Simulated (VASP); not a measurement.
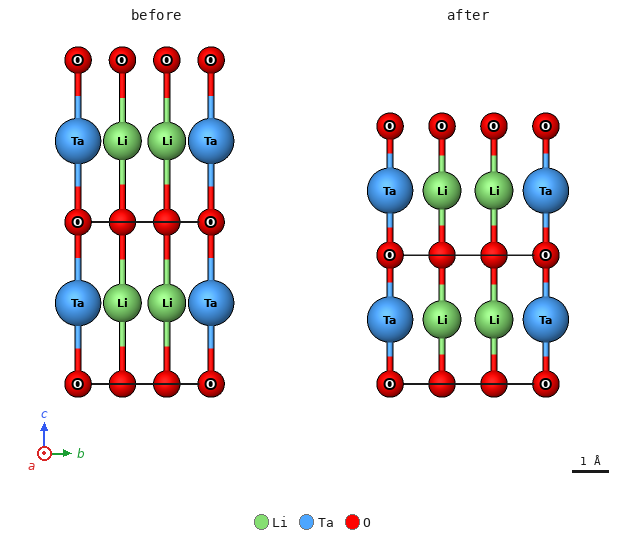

The structure of crystalline Li₂TaO₃ (a generated structure, set up in P6/mmm) before (left) and after (right) a relaxation, at one scale.

A ball-and-stick model of the cell of the calculation, repeated 1 × 1 × 2 with one cell outlined, seen along the a axis.

The run lets cell and atoms move.

Method: VASP, Kohn-Sham DFT of a periodic cell, PBE, VASP PAW PBE potentials, recommended.

The input:
```
SYSTEM = Li2TaO3
  PREC = Normal
  ENCUT = 520
  EDIFF = 1E-4
  ISMEAR = 0
  SIGMA = 0.15
  LREAL = .FALSE.
  LASPH = .TRUE.
  NELM = 60
  ALGO = Fast
  ISIF = 3
  LWAVE = .FALSE.
  LCHARG = .FALSE.
  GGA = PE
  IBRION = 2
  NSW = 24
  EDIFFG = -0.08
```

Launched with:
```bash
cat potpaw_PBE.64/Li_sv/POTCAR potpaw_PBE.64/Ta_pv/POTCAR potpaw_PBE.64/O/POTCAR > POTCAR
mpirun -np 1 vasp_std > vasp.out
```

**What changed between the two?**

No atom moves by more than 0.005 Å relative to the cell. Cell: a = b 4.381 → 5.131 Å (+17.1 %), c 4.618 → 3.675 Å (−20.4 %). Volume +9.2 %. Among the contacts that change: Li–O 2.309 → 1.838 Å, O–Ta 2.309 → 1.838 Å, Li–Li 2.529 → 2.962 Å, Li–Ta 2.529 → 2.962 Å. The space group stays P6/mmm (No. 191). The energy falls by 6.738 eV per cell of the calculation in 8 geometry steps. All forces vanish by symmetry, so only the cell relaxes. The pressure goes from −9.82 to −0.31 GPa.
